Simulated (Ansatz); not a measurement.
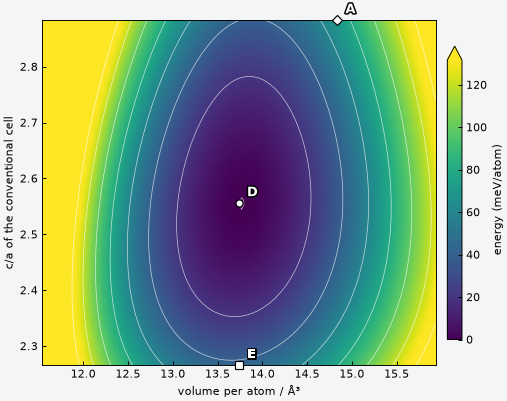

SnO2 (I4_1/amd, No. 141; 6 atoms in the cell). The energy is mapped over volume and the cell's shape. Coordinates scanned: (1) volume per atom; (2) c/a of the conventional cell. Relaxed at each point: the atoms inside the fixed cell. Grid: 5 × 5 points. Points are written as (first, second). All energies are given in meV/atom relative to the lowest grid point. The band gap closes in part of the range. Computed with Ansatz 0.2.0, DFT PBEsol, scalar-relativistic, plane waves, PAW. Settings: cutoff 520 eV, k-mesh 10×10×10, gaussian smearing 0.05 eV, no spin polarisation.

The picture shows a smooth colour map with a few white contour lines, one colour for all values above the top of the scale, lettered points. Between grid points the surface is interpolated.

### Is E the lowest point of the computed grid?

No. E lies 43 meV/atom above the lowest grid point, which is at (13.74 Å³, 2.556).

### Rank the lettered points by energy, lowest first.

D (0 meV/atom), E (43 meV/atom), A (71 meV/atom).

PAW datasets: the set soft_1.
